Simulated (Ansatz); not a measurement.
System: BN.

Input file:

```
crystal:
  lattice:
    - [2.5539396017, 0.0, 0.0]
    - [-1.2769698009, 2.2117765748, 0.0]
    - [0.0, 0.0, 4.226855]
  atoms:
    - { symbol: B, position: [0.66666667, 0.33333333, 0.999724] }
    - { symbol: B, position: [0.33333333, 0.66666667, 0.499724] }
    - { symbol: "N", position: [0.66666667, 0.33333333, 0.625276] }
    - { symbol: "N", position: [0.33333333, 0.66666667, 0.125276] }
basis:
  ecutwfc: 420
kpoints:
  mp_grid: { grid: [12, 12, 6] }
hamiltonian:
  xc: pbe
scf:
  occupations: { method: gaussian, width: 0.02 }
output:
  forces: true
  stress: true
  eigenvalues: true
  write_density: true
  write_potential: true
  elf: true
  volumetric_format: npy
relax:
  adjacent_minimum: "off"
  f_tol: 0.005
  max_steps: 80
  cell: { stress_tol: 0.05 }
```

Command:

```sh
ansatz run input.yaml --threads 4 --pin off --max-ram 11264MiB --backend cpu --events-out ev --progress --plain --runs-dir out
```

Below, planes, directions and counts refer to the conventional cell (a = 2.55 Å, b = 2.55 Å, c = 4.22 Å, α = 90.00°, β = 90.00°, γ = 120.00°).

The fields are those of the relaxed geometry.

Space group P6₃mc; a structure from a database of computed crystals, not necessarily the ambient phase.

Computed with DFT PBE, scalar-relativistic, plane waves, PAW (Ansatz).

Question: What will maps of the valence pseudo-density and electron localisation function show?

Answer: B–N (1.58 Å): the density is about 1.4 e/Å³ at the midpoint; the ELF peaks at about 0.95 between the atoms, as expected for a polar covalent bond.

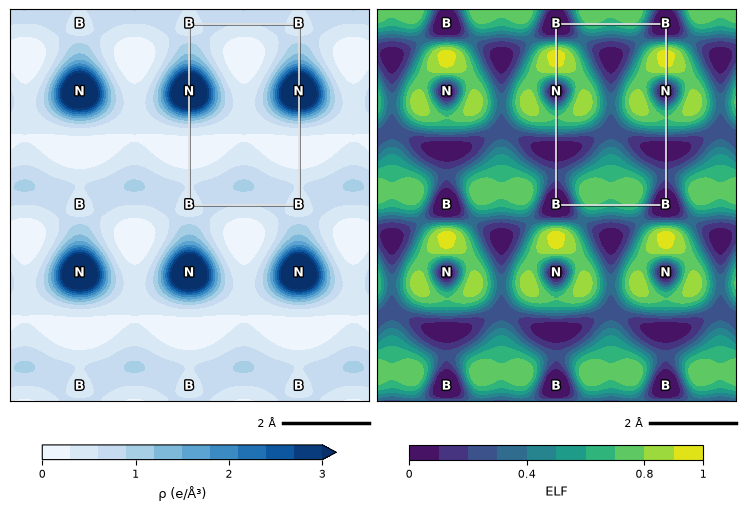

Computed valence pseudo-density and electron localisation function on the (010) plane of the conventional cell, in this order. Atoms just off the plane (B, 0.7 Å away and N, 0.7 Å away) can leave unmarked features too.

In a PAW calculation such maps are meaningful between the atoms, not at the nuclei.
